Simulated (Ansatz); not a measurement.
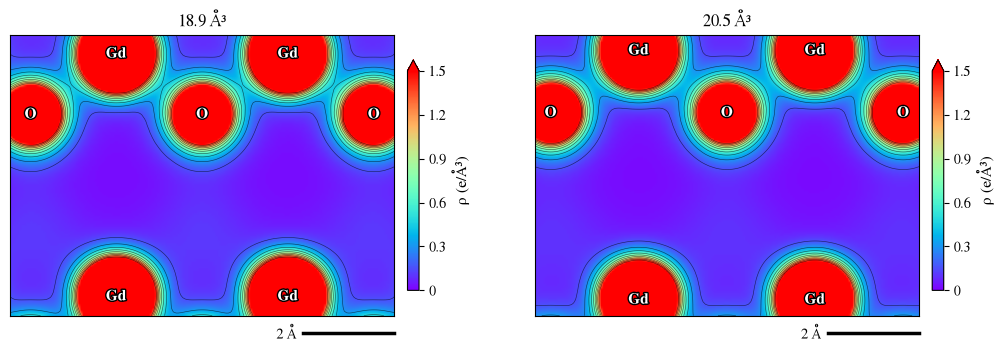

GdO. The valence electron density of cells scaled evenly to different volumes (given per atom above each panel), on the (101̄) plane of each (indices in the axes of the cell below), at one length scale and on one colour scale.

Spin-polarised.

Theory: Kohn-Sham DFT of a periodic cell, r2SCAN, Ansatz PAW (Ansatz 0.2.0).

The largest cell:

```xyz
2
Lattice="0.0000 2.7355 2.7355 2.7355 0.0000 2.7355 2.7355 2.7355 0.0000" Properties=species:S:1:pos:R:3 pbc="T T T"
Gd    0.0000    0.0000    0.0000
O     4.1033    4.1033    4.1033
```

| volume (Å³/atom) | Gd–O contact in the plane (Å) | ρ at its midpoint (e/Å³) | pressure (GPa) | largest moment (μB) | 
| --- | --- | --- | --- | --- |
| 18.90 | 2.307 | 0.476 | 2.1 | 7.01 | 
| 20.08 | 2.354 | ? | ? | ? | 
| 20.47 | 2.369 | 0.413 | −5.9 | 7.04 | 

Question: What values belong in the row with question marks?

Answer: Over the known rows ln ρ falls by 2.29 per Å of Gd–O distance (the line through the two), which gives 0.427 e/Å³ at 2.354 Å; the calculation gives 0.428 e/Å³. For the pressure, a straight line in volume between the neighbouring rows gives −3.9 GPa; the calculation gives −4.2. For the largest moment, a straight line in volume between the neighbouring rows gives 7.03 μB; the calculation gives 7.03.
